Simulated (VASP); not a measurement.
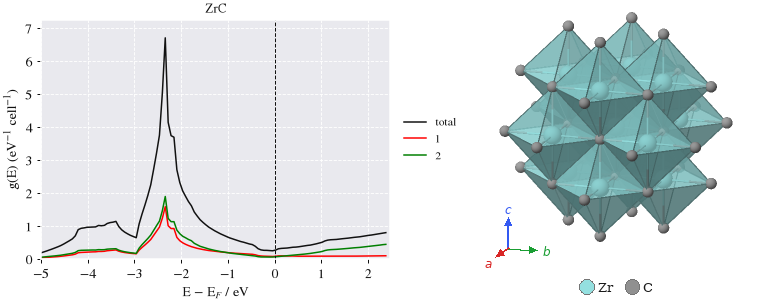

Density of states, beside the structure. Energies are counted from the Fermi level. The partial curves are projected inside the PAW spheres; the rest of the total lies in parts that aren't drawn and between the spheres.

System: rocksalt ZrC, space group Fm-3m, 2 atoms in the primitive cell; cubic a = 4.710 Å.

Computed with VASP: PBE, VASP PAW PBE potentials, release 64 (Zr_sv, C), no spin polarisation, no spin-orbit coupling, 16×16×16 k mesh in the self-consistent step, 520 eV cutoff, Gaussian smearing of 0.1 eV.

> Assign each number in the legend. The candidates: C, Zr.

1 is C; 2 is Zr.

> What is the density of states at the Fermi level?

It is a metal. The density of states at the Fermi level is about 0.28 per eV and cell (mean within 0.25 eV), or 0.14 per atom.

The density of states was taken on a 24×24×24 mesh with the tetrahedron method. The cell was derived from a database entry in an earlier step, so it needn't be the measured one.
